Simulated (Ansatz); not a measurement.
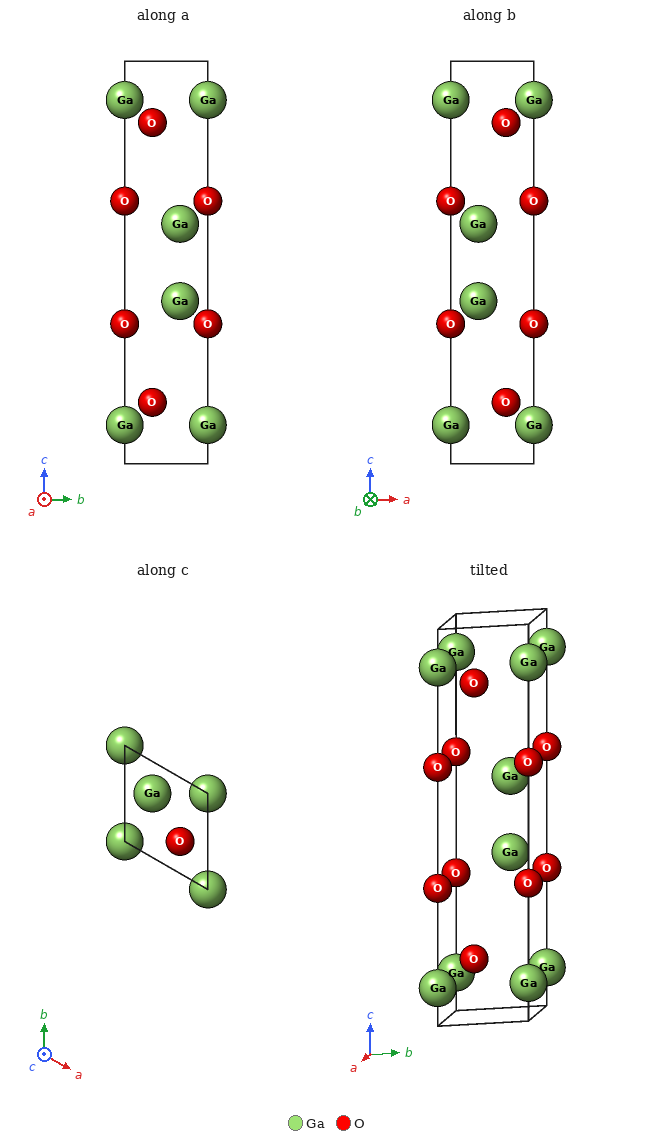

The figure gives a spheres-only picture of the atoms, viewed along the a axis, along the b axis, along the c axis and slightly off an axis. Atoms at the boundary of the conventional unit cell (the box) are drawn once for each face, edge or corner they touch.

Lattice parameters: a = 3.085 Å, b = 3.085 Å, c = 12.927 Å, α = 90.00°, β = 90.00°, γ = 120.00°. Put a along x and b in the xy plane.

> Convert the drawing into a POSCAR file, with free fractional coordinates to two decimals.

```
Ga O
1.0
     3.085    0.000    0.000
    -1.542    2.671    0.000
     0.000    0.000   12.927
Ga O
4 4
Direct
  0.3333 0.6667 0.40
  0.3333 0.6667 0.60
  0.00 0.00 0.10
  0.00 0.00 0.90
  0.6667 0.3333 0.15
  0.6667 0.3333 0.85
  0.00 0.00 0.35
  0.00 0.00 0.65
```

Provenance: a structure type filled with these elements by a generator (whether the compound takes this form wasn't checked). The cell was then strained or its atoms displaced on purpose. An electronic-structure calculation with Ansatz was run on it.
